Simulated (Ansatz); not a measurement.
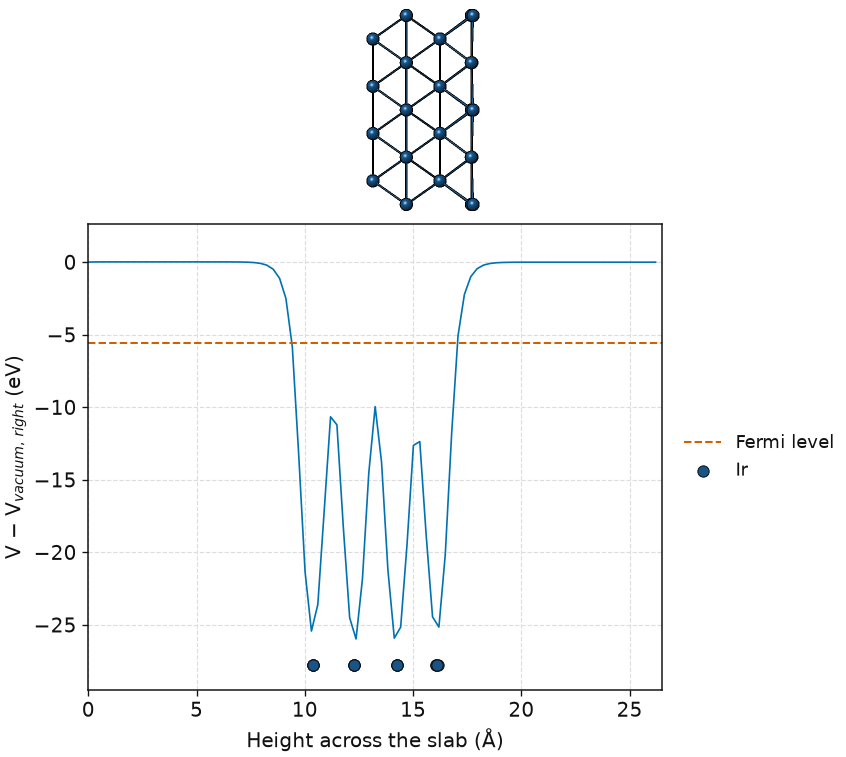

Plane-averaged electrostatic potential energy of an electron across the slab; circles at the bottom mark the heights of the atoms. The structure is drawn too.

This input was run:

```
crystal:
  lattice:
    - [5.4739356049, 0.0, 0.0]
    - [0.0, 5.4739356049, 0.0]
    - [0.0, 0.0, 26.496185479]
  atoms:
    - { symbol: Ir, position: [0.25, 0.25, 0.3019302536] }
    - { symbol: Ir, position: [0.25, 0.75, 0.3019302536] }
    - { symbol: Ir, position: [0.75, 0.25, 0.3019302536] }
    - { symbol: Ir, position: [0.75, 0.75, 0.3019302536] }
    - { symbol: Ir, position: [0.5, 0.5, 0.3749720314] }
    - { symbol: Ir, position: [0.5, 0.0, 0.3749720314] }
    - { symbol: Ir, position: [0.0, 0.5, 0.3749720314] }
    - { symbol: Ir, position: [0.0, 0.0, 0.3749720314] }
    - { symbol: Ir, position: [0.7503210503, 0.7505665593, 0.448431758] }
    - { symbol: Ir, position: [0.7510496815, 0.2487008514, 0.448528076] }
    - { symbol: Ir, position: [0.248190956, 0.7515503675, 0.448519034] }
    - { symbol: Ir, position: [0.2477011377, 0.2486750143, 0.4485099425] }
    - { symbol: Ir, position: [0.0044085216, 0.0008602727, 0.5207955479] }
    - { symbol: Ir, position: [0.0009313051, 0.5000208293, 0.517109] }
    - { symbol: Ir, position: [0.5004824204, 2.28775e-05, 0.5173248564] }
    - { symbol: Ir, position: [0.5012440145, 0.5002317798, 0.5180501184] }
basis:
  ecutwfc: 420
kpoints:
  mp_grid: { grid: [4, 4, 1] }
hamiltonian:
  xc: pbe
scf:
  occupations: { method: gaussian, width: 0.1 }
output:
  forces: true
  eigenvalues: true
  write_density: true
  volumetric_format: npy
efield:
  axis: 3
  dipole_correction: true
  ramp_width: 0.04
```

Run as:
```bash
ansatz run input.yaml --threads 4 --pin off --max-ram 10240MiB --backend cpu --events-out ev --progress --plain --runs-dir out
```

**What is the work function?**

The work function is 5.59 eV, the same on both faces. The two vacuum levels agree, so the slab has no net dipole along its normal.

**How thick are slab and vacuum?**

The outermost atoms are 5.8 Å apart, which leaves 20.7 Å of vacuum in a cell 26.5 Å high.

The atoms aren't at rest in this cell (largest force 0.9 eV/Å), so the relaxed material can differ. Spin-orbit coupling is left out, which matters for Ir.
